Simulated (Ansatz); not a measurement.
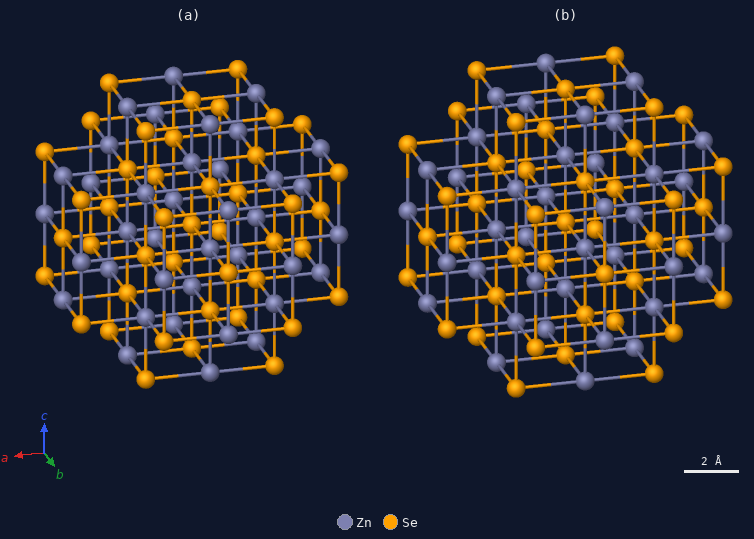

The structure of solid ZnSe (built on the rocksalt type) before (left) and after (right) a relaxation, at one scale.

A ball-and-stick model of the conventional cell (4 times the calculation's cell), seen from a free direction. Lengths and directions refer to the drawn axes.

Theory: DFT, PBE, plane waves, PAW in Ansatz. (plane-wave cutoff 420 eV; k-point mesh 8 × 8 × 8; occupations fermi dirac; smearing width 0.02 eV; no spin polarisation; cell and atoms relaxed; force threshold 0.005 eV/Å)

### Describe what moved and what it gained.

After 4 accepted moves (5 points after the start) the energy has fallen by 225 meV per atom. All forces vanish by symmetry, so only the cell relaxes. Pressure: 23.89 GPa at the start and 0.03 GPa at the end. The SCF was repeated once at an unchanged geometry on a basis and grid sized afresh for the cell, which shifted the energy by 2.1 meV per atom at most. No atom moves by more than 0.005 Å relative to the cell. The drawn cell changes as follows: a = b = c 5.005 → 5.367 Å (+7.2 %); the volume changes by +23.3 %. Near-neighbour distances that change, for instance: Se–Zn 2.503 → 2.684 Å. The space group stays Fm-3m (No. 225).
